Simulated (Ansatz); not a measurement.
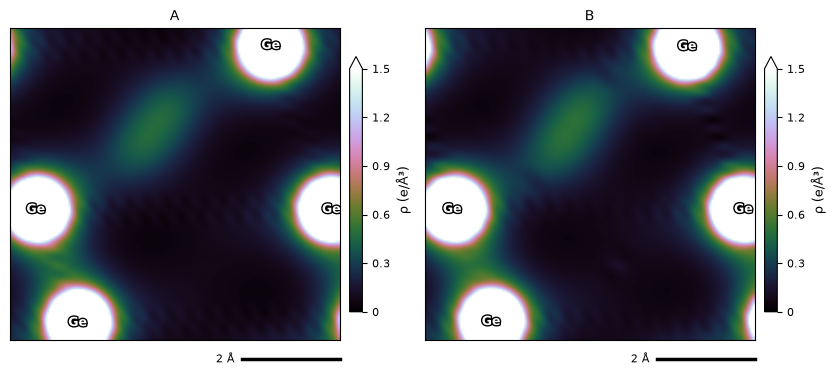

Ge. The valence charge density (pseudo) of two cells that differ in size and shape, on the (100) plane of each (indices in the axes of the calculation cell), at one length scale and on one colour scale: A has 21.5 Å³ an atom and B 20.6.

Space group Ibca; a structure from a database of computed crystals, not necessarily the ambient phase.

Theory: DFT PBEsol, scalar-relativistic, plane waves, PAW (Ansatz 0.2.0).

The density is the valence pseudo-density of a PAW calculation; it isn't the true density close to the nuclei.

The larger cell:

```
CELL_PARAMETERS angstrom
-3.46966 3.46966 3.57375
3.46966 -3.46966 3.57375
3.46966 3.46966 -3.57375
ATOMIC_POSITIONS crystal
Ge 0.50000 0.00000 0.79584
Ge 0.79584 0.50000 0.00000
Ge 0.00000 0.79584 0.50000
Ge 0.70416 0.70416 0.70416
Ge 0.50000 0.00000 0.20416
Ge 0.20416 0.50000 0.00000
Ge 0.00000 0.20416 0.50000
Ge 0.29584 0.29584 0.29584
```

The smaller cell: a = 5.980 Å, b = 5.980 Å, c = 5.980 Å, α = 109.07°, β = 109.07°, γ = 110.29°.

> What does the compression do to the bonding and the properties?

From the larger cell to the smaller, Ge–Ge goes from 2.48 to 2.44 Å, and the density at its midpoint from 0.53 to 0.49 e/Å³; the pressure goes from −1.9 to 1.1 GPa.
